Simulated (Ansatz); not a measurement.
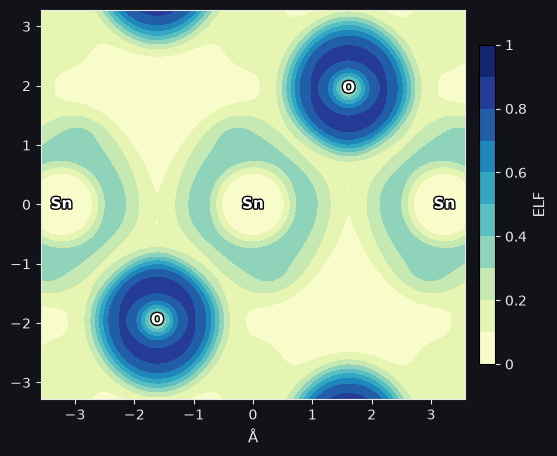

*SnO. ELF on the (110) plane of the conventional cell.*

Space group P6₃/mmc; started from the NiAs prototype, which need not be the ambient phase.

Method: DFT, r2SCAN+rVV10, plane waves, PAW (Ansatz).

The calculation's input:

```
crystal:
  lattice:
    - [3.3694196854, 0.0, 0.0]
    - [-1.6847098427, 2.9180030436, 0.0]
    - [0.0, 0.0, 6.4482380009]
  atoms:
    - { symbol: Sn, position: [0.0, 0.0, 0.0] }
    - { symbol: Sn, position: [0.0, 0.0, 0.5] }
    - { symbol: O, position: [0.3333333333, 0.6666666667, 0.25] }
    - { symbol: O, position: [0.6666666667, 0.3333333333, 0.75] }
kpoints:
  mp_grid: { grid: [12, 12, 4] }
hamiltonian:
  xc: r2scan
  dispersion: rvv10
scf:
  occupations: { method: fermi_dirac, width: 0.03 }
relax:
  f_tol: 0.01
  cell: {}
  max_steps: 120
output:
  write_density: true
  write_potential: true
  elf: true
  volumetric_format: npy
```

Launched as:

```sh
ansatz run input.yaml --threads 2 --pin off --max-ram 20275MiB --backend cpu --events-out ev --progress --plain --runs-dir out
```

Below, planes, directions and counts refer to the conventional cell (a = 3.38 Å, b = 3.38 Å, c = 6.45 Å, α = 90.00°, β = 90.00°, γ = 120.00°).

The fields are those of the relaxed geometry.

**What does the map show?**

Atoms in the plane: Sn and O.
Sn–O (2.53 Å): the ELF is about 0.20 at the midpoint: no localised pair shows between them.
